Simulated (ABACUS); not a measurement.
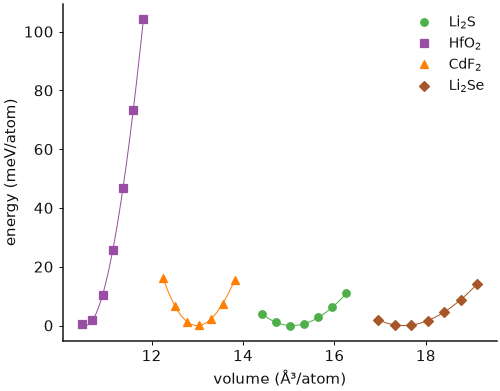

The figure shows the energy against volume, with one curve for each compound, for CdF₂, HfO₂, Li₂S and Li₂Se (all in space group Fm-3m (No. 225)).

Computed with ABACUS 3.10.1: DFT in plane waves or numerical atomic orbitals with pseudopotentials, no spin polarisation; energies at scaled volumes of the given cell, shape and fractions fixed, counted from the fit's minimum, third-order Birch-Murnaghan fit. Level: PBEsol.

```
       setting                                   value
   occupations                             Fermi–Dirac
smearing width                                 0.05 eV
    potentials  PseudoDojo NC SR 0.4.1 PBEsol standard
```

Settings that differ: Li2S: density cutoff 4030 eV, wave cutoff 1010 eV, k mesh 8×8×8; HfO2: density cutoff 4570 eV, wave cutoff 1140 eV, k mesh 9×9×9; CdF2: density cutoff 5610 eV, wave cutoff 1400 eV, k mesh 9×9×9; Li2Se: density cutoff 4730 eV, wave cutoff 1180 eV, k mesh 8×8×8.

The numbers behind the figure:

Li₂S:
```tsv
volume (Å³/atom)	energy (meV/atom)
14.42	3.92
14.73	1.05
15.04	0.01
15.34	0.64
15.65	2.77
15.96	6.27
16.26	11.00
```

HfO₂:
```tsv
volume (Å³/atom)	energy (meV/atom)
10.48	0
10.71	2
10.93	11
11.15	26
11.38	47
11.60	73
11.82	104
```

CdF₂:
```tsv
volume (Å³/atom)	energy (meV/atom)
12.25	16.20
12.51	6.57
12.77	1.35
13.03	0.03
13.30	2.21
13.56	7.48
13.82	15.50
```

Li₂Se:
```tsv
volume (Å³/atom)	energy (meV/atom)
16.96	1.97
17.32	0.22
17.68	0.19
18.05	1.72
18.41	4.65
18.77	8.86
19.13	14.23
```
